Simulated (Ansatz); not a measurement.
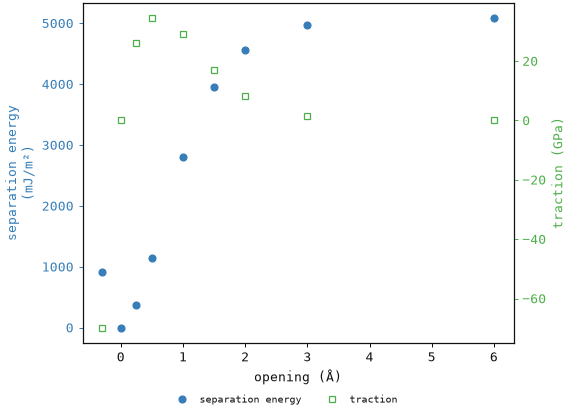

Plotted: separation energy and traction against opening for NbP, space group I4_1md (No. 109).

Cell as given: a = 3.320 Å, b = 3.320 Å, c = 11.290 Å, α = 90.00°, β = 90.00°, γ = 90.00°; 8 atoms.

How it was computed, with Ansatz 0.2.0: rigid opening of a crystal across a plane by lengthening cell vector c along the normal, one cut a cell, unrelaxed, by plane-wave density functional theory with PAW datasets, free energies less that of the undisturbed cell; scalar-relativistic. Level: PBEsol, no spin polarisation.

- wave cutoff: 420 eV
- k mesh: 14×14×4
- occupations: Gaussian
- smearing width: 0.15 eV
- k shift: (0, 0, 0) (mesh steps)
- start: relaxed
- height of the cut: 0 (fraction of cell vector c)

Tabulate the plotted points.

```tsv
opening (Å)	separation energy (mJ/m²)	traction (GPa)
-0.30	910.3	-70
0.00	0.0	0
0.25	369.6	26
0.50	1151.7	34
1.00	2801.6	29
1.50	3944.8	17
2.00	4556.2	8
3.00	4977.7	2
6.00	5079.9	0
```
